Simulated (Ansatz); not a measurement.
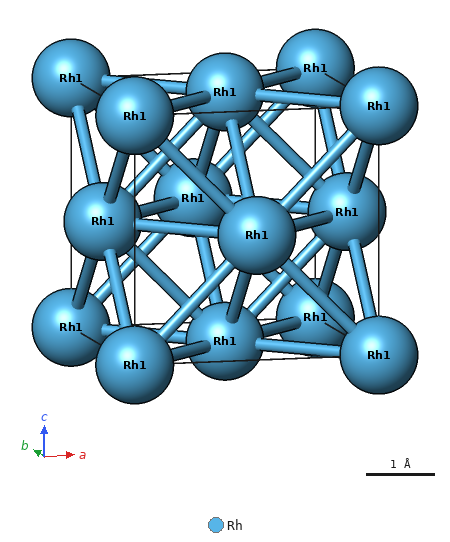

Figure 1. The structure as given in the input (ball-and-stick view of the cell 4 times as large as that of the calculation, set on its symmetry axes, seen slightly off an axis; atoms are numbered from 1 in the order of the input). Near neighbours in the crystal (not all of them lie inside the picture): Rh has 12 Rh at 2.66 Å.

## What a change does: single-point calculation on Rh

System: Rh (Fm-3m, 1 atom in the cell).
Method of run A: DFT PBEsol, scalar-relativistic, plane waves, PAW, no spin polarisation (Ansatz 0.2.0).

The structure derives from an entry of the Crystallography Open Database. Text and figures count atoms from 1; the logs count them from 0 in places.

**Input, run A**
```yaml
crystal:
  lattice:
    - [0.0, 1.8793897277, 1.8793897277]
    - [1.8793897277, 0.0, 1.8793897277]
    - [1.8793897277, 1.8793897277, 0.0]
  atoms:
    - { symbol: Rh, position: [0.0, 0.0, 0.0] }
basis:
  ecutwfc: 420
kpoints:
  mp_grid: { grid: [20, 20, 20] }
hamiltonian:
  xc: pbesol
scf:
  occupations: { method: fermi_dirac, width: 0.15 }
output:
  forces: true
  stress: true
  eigenvalues: true
```

Launched with:
```bash
ansatz run input.yaml --threads 1 --pin off --max-ram 3072MiB --backend cpu --events-out ev --progress --plain --runs-dir out
```

Hardware: 1 thread of AMD EPYC (Zen 3), 32 GiB of memory available, shared host.

**Output, shortened to warnings, some set-up lines, iterations and results (run A)**
```
Basis set: ecut = 420 eV, 259 PW (Γ), exchange–correlation on 36×36×36 points (8 copies of the dense FFT grid, shifted against one another)
Symmetry: 48 space group operations
k-points: 256 of 8000
Initial density: superposition of atomic densities (neutral atoms: chi_scale 0, normalization atom), corrected by the library's trained network
[...]
SCF iter   1: F=—  HF=-6338.791266 eV  |F-HF|=—  |Δ(HF+E_count)|=         —  Δρ=9.37e-3  dr2=8.56e-3  ethr=1.77e-3  ⟨swp⟩=4.8  Hψ=18039  notcnv=0
SCF iter   2: F=—  HF=-6338.788913 eV  |F-HF|=—  |Δ(HF+E_count)|=   2.35e-3  Δρ=3.64e-3  dr2=8.88e-4  ethr=5.03e-5  ⟨swp⟩=2.7  Hψ=7140  notcnv=0
SCF iter   3: F=—  HF=-6338.788672 eV  |F-HF|=—  |Δ(HF+E_count)|=   2.41e-4  Δρ=1.55e-3  dr2=5.55e-5  ethr=5.22e-6  ⟨swp⟩=2.4  Hψ=4957  notcnv=0
SCF iter   4: F=—  HF=-6338.788672 eV  |F-HF|=—  |Δ(HF+E_count)|=   3.17e-7  Δρ=8.83e-5  dr2=3.02e-7  ethr=3.27e-7  ⟨swp⟩=2.0  Hψ=5456  notcnv=0
SCF iter   5: F=-6338.788672 eV  HF=-6338.788672 eV  |F-HF|=2.05e-9  |Δ(HF+E_count)|=   7.75e-9  Δρ=2.02e-5  dr2=9.34e-9  ethr=1.78e-9  ⟨swp⟩=2.0  Hψ=5507  notcnv=0
SCF iter   6: F=-6338.788672 eV  HF=-6338.788672 eV  |F-HF|=1.61e-10  |Δ(HF+E_count)|=   3.33e-9  Δρ=4.17e-6  dr2=4.60e-10  ethr=5.49e-11  ⟨swp⟩=2.0  Hψ=9456  notcnv=0
SCF 1 converged in 6 iterations: F = -6338.788672 eV  dr2 = 4.60e-10
SCF converged after 6 iterations
Free energy (F): -6338.788672 eV
Harris-Foulkes:  -6338.788672 eV  (|F-HF|=1.61e-10)
Internal energy: -6338.693486 eV  (E = F + TS)
E sigma→0 (E₀):  -6338.741079 eV
Entropy (-TS):   -0.095186 eV (-95.186 meV/atom)
Fermi energy:    23.254415 eV
--- Per-component energies (eV) ---
  E_band       = -72.311496
  E_kinetic    = 574.443982
  E_local      = -1520.706000  (includes V_loc(G=0)·N_el)
  E_nonlocal   = 356.363988
  E_hartree    = 533.941664
  E_xc         = -221.108068
  E_vxc        = -278.628732  (∫ρ·V_xc dr)
  E_paw        = -3523.862442  (= ΣΔE_a)
  E_vpaw       = -271.669280  (= ΣTr[D̂ρ^β])
  E_aug_tail   = 0.000788  (compensation charges beyond the density's cutoff)
  E_ewald      = -2538.043597
  E_core_change = 0.276200  (= ΣΔE_core)
  E_smearing   = -0.095186  (= −TS)
  E_closure    = 0.000000  (closes the sum)
  Σ components = -6338.788672   (vs F -6338.788672, Δ=0.00e0)
--- Forces (eV/Å), atoms counted from 1 ---
  atom   1  Rh    -0.00000000     0.00000000     0.00000000
  max |Σ_I F_I| component: 8.22e-32 eV/Å
--- Stress (GPa, compression-positive) ---
        6.157718       0.000000       0.000000
        0.000000       6.157718      -0.000000
       -0.000000       0.000000       6.157718
  P = ⅓ Tr σ = 6.1577 GPa (61.577 kbar)
```

The input of run B differs as follows (lines with − go, lines with + come):
```diff
-    - [0.0, 1.8793897277, 1.8793897277]
-    - [1.8793897277, 0.0, 1.8793897277]
-    - [1.8793897277, 1.8793897277, 0.0]
+    - [0.0, 1.904619446, 1.904619446]
+    - [1.904619446, 0.0, 1.904619446]
+    - [1.904619446, 1.904619446, 0.0]
```

Predict how the results change.

With the same functional and potentials, run B lies 0.38 meV per atom lower. The pressure goes from 6.16 to −5.45 GPa. The volume per atom goes from 13.28 to 13.82 Å³. The cell is scaled evenly with the atoms at fixed fractional positions, so −ΔP/Δ ln V estimates the bulk modulus midway between the two volumes: about 290 GPa. The number of SCF iterations is the same. The plane waves at Γ go from 259 to 283.

**Output, shortened to warnings, some set-up lines, iterations and results (run B)**
```
Basis set: ecut = 420 eV, 283 PW (Γ), exchange–correlation on 40×40×40 points (8 copies of the dense FFT grid, shifted against one another)
Symmetry: 48 space group operations
k-points: 256 of 8000
Initial density: superposition of atomic densities (neutral atoms: chi_scale 0, normalization atom), corrected by the library's trained network
[...]
SCF iter   1: F=—  HF=-6338.791935 eV  |F-HF|=—  |Δ(HF+E_count)|=         —  Δρ=9.42e-3  dr2=9.49e-3  ethr=1.77e-3  ⟨swp⟩=4.7  Hψ=17984  notcnv=0
SCF iter   2: F=—  HF=-6338.789403 eV  |F-HF|=—  |Δ(HF+E_count)|=   2.53e-3  Δρ=3.85e-3  dr2=1.13e-3  ethr=5.58e-5  ⟨swp⟩=2.7  Hψ=7106  notcnv=0
SCF iter   3: F=—  HF=-6338.789071 eV  |F-HF|=—  |Δ(HF+E_count)|=   3.32e-4  Δρ=1.54e-3  dr2=5.86e-5  ethr=6.65e-6  ⟨swp⟩=2.4  Hψ=4968  notcnv=0
SCF iter   4: F=—  HF=-6338.789051 eV  |F-HF|=—  |Δ(HF+E_count)|=   2.05e-5  Δρ=8.80e-5  dr2=3.13e-7  ethr=3.45e-7  ⟨swp⟩=2.0  Hψ=5527  notcnv=0
SCF iter   5: F=-6338.789051 eV  HF=-6338.789051 eV  |F-HF|=5.67e-10  |Δ(HF+E_count)|=   1.79e-8  Δρ=2.18e-5  dr2=1.18e-8  ethr=1.84e-9  ⟨swp⟩=2.0  Hψ=5577  notcnv=0
SCF iter   6: F=-6338.789051 eV  HF=-6338.789051 eV  |F-HF|=1.45e-10  |Δ(HF+E_count)|=   1.43e-9  Δρ=4.34e-6  dr2=4.81e-10  ethr=6.97e-11  ⟨swp⟩=2.0  Hψ=9891  notcnv=0
SCF 1 converged in 6 iterations: F = -6338.789051 eV  dr2 = 4.81e-10
SCF converged after 6 iterations
Free energy (F): -6338.789051 eV
Harris-Foulkes:  -6338.789051 eV  (|F-HF|=1.45e-10)
Internal energy: -6338.686758 eV  (E = F + TS)
E sigma→0 (E₀):  -6338.737904 eV
Entropy (-TS):   -0.102292 eV (-102.292 meV/atom)
Fermi energy:    22.084892 eV
--- Per-component energies (eV) ---
  E_band       = -89.557372
  E_kinetic    = 572.939317
  E_local      = -1569.645850  (includes V_loc(G=0)·N_el)
  E_nonlocal   = 356.371300
  E_hartree    = 550.096469
  E_xc         = -220.497961
  E_vxc        = -277.812924  (∫ρ·V_xc dr)
  E_paw        = -3523.803884  (= ΣΔE_a)
  E_vpaw       = -271.603470  (= ΣTr[D̂ρ^β])
  E_aug_tail   = 0.000818  (compensation charges beyond the density's cutoff)
  E_ewald      = -2504.423167
  E_core_change = 0.276200  (= ΣΔE_core)
  E_smearing   = -0.102292  (= −TS)
  E_closure    = -0.000000  (closes the sum)
  Σ components = -6338.789051   (vs F -6338.789051, Δ=0.00e0)
--- Forces (eV/Å), atoms counted from 1 ---
  atom   1  Rh    -0.00000000    -0.00000000    -0.00000000
  max |Σ_I F_I| component: 1.40e-31 eV/Å
--- Stress (GPa, compression-positive) ---
       -5.452743       0.000000      -0.000000
       -0.000000      -5.452743      -0.000000
        0.000000      -0.000000      -5.452743
  P = ⅓ Tr σ = -5.4527 GPa (-54.527 kbar)
```

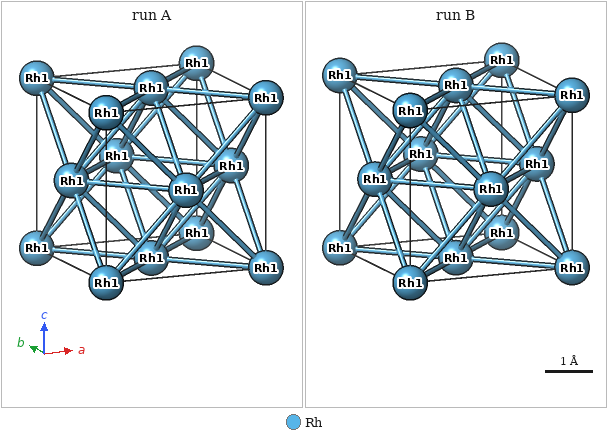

Figure 2. The two input geometries at one scale (ball-and-stick view of the cell 4 times as large as that of the calculation, set on its symmetry axes, seen slightly off an axis). The atoms keep their places relative to the cell (all moves are under 0.005 Å). The volume changes by +4.1 %, with a = b = c 3.759 → 3.809 Å (+1.3 %). Among the contacts that change: Rh1–Rh1 2.658 → 2.694 Å.

**The two runs side by side**

```tsv
quantity	run A	run B
outcome	converged	converged
free energy per atom (eV)	−6338.7887	−6338.7891
energy per atom, smearing taken to zero (eV)	−6338.7411	−6338.7379
gap on the mesh (eV)	0.00	0.00
pressure (GPa)	6.16	−5.45
volume per atom (Å³)	13.28	13.82
largest force (eV/Å)	0.000	0.000
SCF iterations	6	6
irreducible k-points	256	256
plane waves at Γ	259	283
wall time (shared host)	2.7 s	2.6 s
```

For both runs: Results for this metal are sensitive to the k-point mesh. For run A: The cell is under a pressure of 6.2 GPa at this level, so it is not at its equilibrium volume. For run B: The cell is under a tension of 5.5 GPa at this level, so it is not at its equilibrium volume.
